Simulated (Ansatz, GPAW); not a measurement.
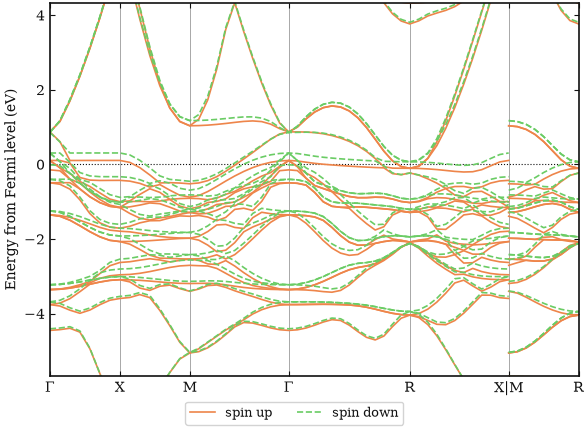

Band structure. Energies are counted from the Fermi level.

Which of these calculations gave it?
A. Ni3Al, space group Pm-3m, 4 atoms in the cell (cubic a = 3.523 Å); C09-vdW
B. fcc Ag, space group Fm-3m, 1 atom in the primitive cell (cubic a = 4.085 Å); PBE+SOC
C. bcc Nb, space group Im-3m, 1 atom in the primitive cell (cubic a = 3.328 Å); PBEsol

Answer. A. A metal: bands cross the Fermi level along this path. A simple cubic lattice: the path Γ–X–M–Γ–R–X|M–R runs through the special points of its Brillouin zone.

Computed with GPAW: C09-vdW, GPAW PAW data sets (gpaw-data 1.2.1), collinear spin, ferromagnetic start, no spin-orbit coupling, 5×5×5 k mesh, 600 eV cutoff, Fermi-Dirac smearing of 0.05 eV.

The run ends ferromagnetic, with 0.34 μB a cell. The PAW data sets were made with another functional. The magnetic state is the one that this start led to; another may lie lower. The k mesh is thin for a metal, so its Fermi level is uncertain. The cell is a database's computed one. Bands are joined in order of energy, so crossings between the computed points show as kinks or gaps.
